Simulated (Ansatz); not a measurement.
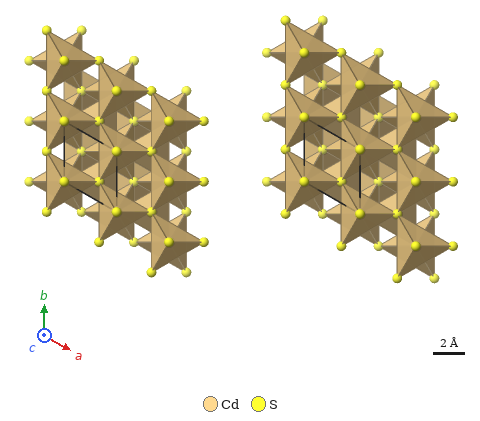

Two geometries of crystalline CdS (built on the 4H polytype type), drawn at one scale. One is the start of a relaxation, the other its converged end. A polyhedral model of the cell of the calculation, repeated 2 × 2 × 1 with one cell outlined, seen along the c axis.

Theory: Ansatz, DFT, PBE, plane waves, PAW. Set-up: plane-wave cutoff 420 eV; k-point mesh 6 × 6 × 2; occupations fermi dirac; smearing width 0.02 eV; no spin polarisation; cell and atoms relaxed; force threshold 0.005 eV/Å.

### Which of the two is the end point?

The right one is the relaxed one. No atom moves by more than 0.005 Å relative to the cell. The volume changes by +20.8 %, with a = b 3.935 → 4.194 Å (+6.6 %), c 12.853 → 13.671 Å (+6.4 %). Some distances before and after: Cd–S 2.410 → 2.568 Å. The space group stays P6_3mc (No. 186). Over 4 accepted moves (5 points after the start) the energy falls by 182 meV per atom. Largest force component: 0.018 eV/Å at the start, 0.0014 eV/Å at the end. Pressure: 15.51 GPa at the start and 0.01 GPa at the end. The SCF was repeated once at an unchanged geometry on a basis and grid sized afresh for the cell, which shifted the energy by 0.8 meV per atom at most. The run took 19 s on 2 threads of AMD EPYC 7R13 Processor (Zen 3), with other jobs on the host, peak memory 0.71 GiB.
